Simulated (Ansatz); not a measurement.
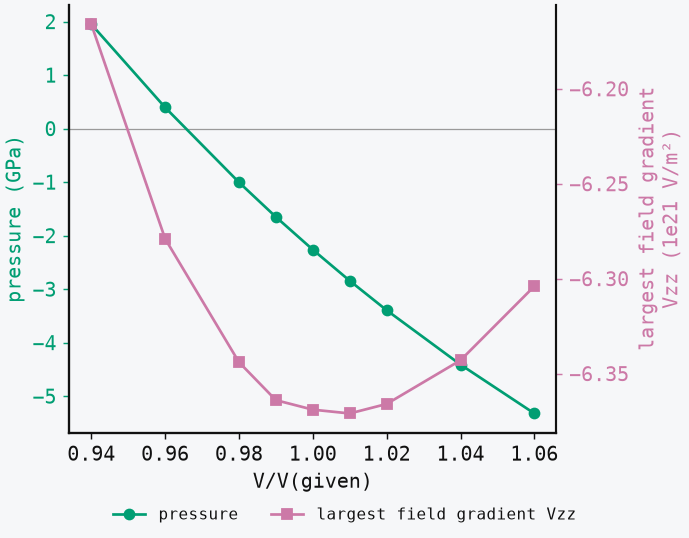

Computed with Ansatz 0.2.0: periodic Kohn-Sham DFT of a crystal at fixed atoms, scaled to the stated factor times the given cell; pressure positive in compression. Level: PBEsol.

method frozen-core PAW; relativity scalar; k mesh 13×13×7; occupations Fermi–Dirac; smearing width 0.03 eV; wave cutoff 420 eV; PAW set soft_2.

Cell as given: a = 3.777 Å, b = 3.777 Å, c = 6.498 Å, α = 90.00°, β = 90.00°, γ = 120.00°; 3 atoms.

**Figure.** Pressure and largest field gradient Vzz against V/V(given) for TiTe₂, space group P-3m1 (No. 164).

V(given) is 26.76 Å³/atom.

The pressure falls from 1.951 GPa at V/V(given) 0.94 to −5.324 GPa at 1.06, and changes sign near 0.97. The largest field gradient Vzz goes from −6.166 1e21 V/m² at V/V(given) 0.94 to −6.304 1e21 V/m² at 1.06, not monotonically, with a low of −6.371 1e21 V/m² at 1.01. The volume at zero pressure from a fit of the pressures is 25.8 Å³/atom. The bulk modulus from that fit is 69.2 GPa.

Keep in mind: PAW files made with PBE; field gradient without spin-orbit coupling on heavy atoms; no gap: field gradients move with the k mesh; no spin-orbit coupling on heavy atoms; shape and atomic fractions are frozen while scaling, which makes layered, chain and framework solids too stiff.
